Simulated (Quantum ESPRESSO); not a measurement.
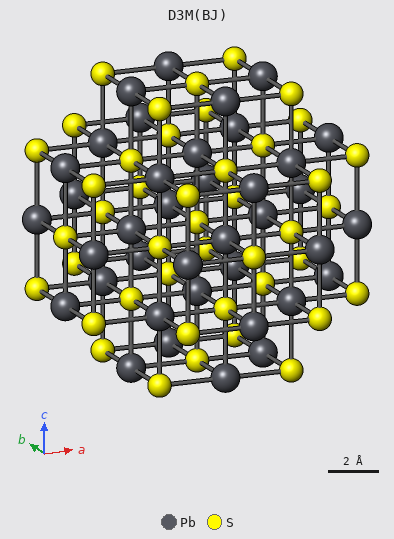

Solid PbS (set up in Fm-3m), relaxed (cell and atoms) with several dispersion corrections. The picture shows the result with D3M(BJ). The picture is a ball-and-stick view of the conventional cell (4 times the calculation's cell), seen slightly off an axis. Lengths and directions refer to the drawn axes.

Computed with Quantum ESPRESSO 7.5: PBE, PseudoDojo 0.4.1 SR PBE standard. Settings: plane-wave cutoff 761.9 eV; k-point mesh 8 × 8 × 8; occupations fermi-dirac; smearing width 0.05 eV; no spin polarisation.

```
dispersion correction  volume (Å³/atom)  a (Å)
                   D2                 ?      ?
              D3M(BJ)            23.861  5.758
                 none            27.122  6.009
                   D3            26.718  5.979
               D3(BJ)            26.216  5.941
```

Question: Fill in the missing row.

Answer: With D2 the volume falls between D3M(BJ) (23.861) and D3(BJ) (26.216). The calculation gives 25.968 Å³/atom (a = 5.923 Å). In order of volume: D3M(BJ) < D2 < D3(BJ) < D3 < none; the spread is 13.7 %.

Each member starts from this one structure; whether another phase lies lower wasn't checked.
